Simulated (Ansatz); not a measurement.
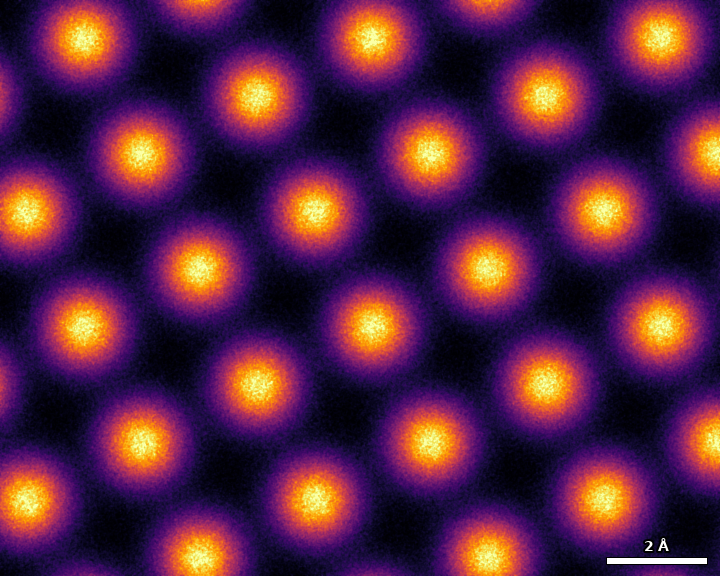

Z-contrast image of Ga. Simulated incoherent Z contrast: every atom adds Z^1.7 spread by a probe of 1.30 Å full width; channelling and multiple scattering are left out. The probe carries 15 % of its weight in a tail 2.5 times as wide. Shot noise was added.

What two-dimensional lattice does the image show, and how large is its cell?

The pattern repeats on a square net with a repeat of 2.6 Å.

What is the plane group of the image?

p4mm: fourfold points with mirror lines through them along the axes and the diagonals.

How many columns does the smallest repeating cell hold, and how many levels of brightness?

1 column in the primitive cell of 6.9 Å², all of one brightness.

The crystal is Ga (I4_1/amd, No. 141) seen along [001]. Structure: coordinates from a relaxation with Ansatz 0.2.0, DFT r2SCAN, scalar-relativistic, plane waves, PAW; the starting structure was generated, so it need not be a known form of this composition.
